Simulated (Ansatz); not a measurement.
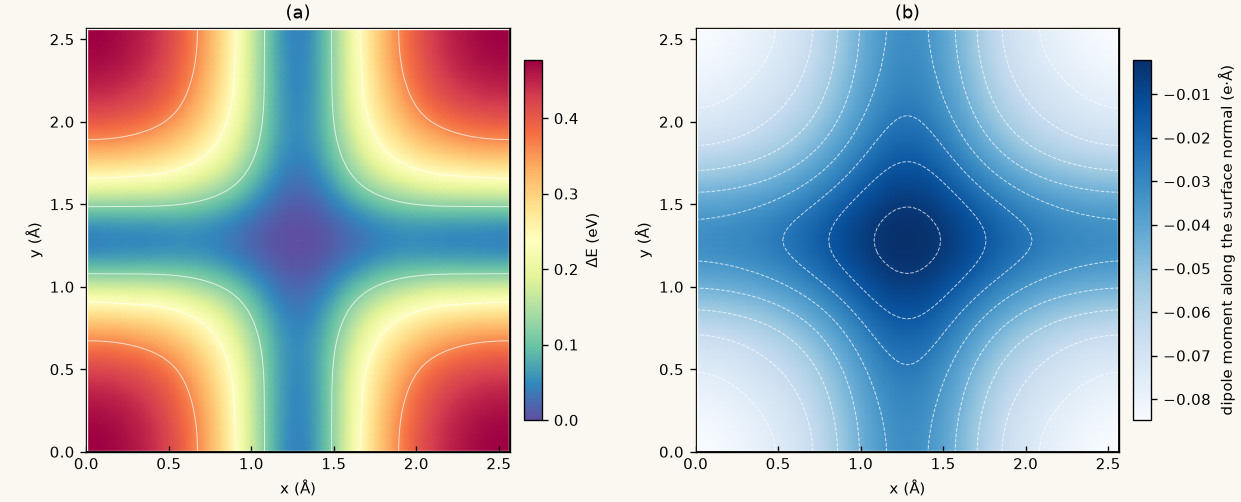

H on a Cu(100) slab cut from the Fm-3m phase, its upper half relaxed before the scan (12 atoms of substrate and one adsorbate in a 2 × 2 cell). H is moved over the surface cell; relaxed at each place: the height of the adsorbate's atoms; substrate rigid; the origin of the map has the adsorbate above Cu9. Places are given modulo a cell vector. The map is drawn in real space over the plane of the surface. The scan uses a 6 × 6 grid; 10 points were computed and 26 follow by symmetry. Places are given in fractions of the 1 × 1 surface cell. All energies are given in eV relative to the lowest grid point. Method: Ansatz 0.2.0, DFT PBE, scalar-relativistic, plane waves, PAW. Settings: cutoff 420 eV, k-mesh 5×5×1, gaussian smearing 0.1 eV, no spin polarisation.

Panel (a) is the energy; panel (b) is the computed dipole moment along the surface normal, in e·Å.

In the figure: a smooth colour map with a few white contour lines, the outline of one cell of the plane. Between grid points the surface is interpolated.

Q: How does the dipole moment along the surface normal vary over the map, and what is it at the lowest grid point?

A: It runs from −0.08 e·Å at the top site over a surface Cu atom, (0/6, 0/6) of the cell vectors to 0.00 e·Å at a fourfold hollow over a second-layer Cu atom, (3/6, 3/6) of the cell vectors. At the lowest grid point, a fourfold hollow over a second-layer Cu atom, (3/6, 3/6) of the cell vectors, it is 0.00 e·Å.

| second ↓, first → | 0/6 | 1/6 | 2/6 | 3/6 | 4/6 | 5/6 |
| --- | --- | --- | --- | --- | --- | --- |
| 5/6 | −0.08 | −0.07 | −0.05 | −0.03 | −0.05 | −0.07 |
| 4/6 | −0.06 | −0.05 | −0.03 | −0.01 | −0.03 | −0.05 |
| 3/6 | −0.03 | −0.03 | −0.01 | 0.00 | −0.01 | −0.03 |
| 2/6 | −0.06 | −0.05 | −0.03 | −0.01 | −0.03 | −0.05 |
| 1/6 | −0.08 | −0.07 | −0.05 | −0.03 | −0.05 | −0.07 |
| 0/6 | −0.08 | −0.08 | −0.06 | −0.03 | −0.06 | −0.08 |

PAW datasets: the set soft_1.
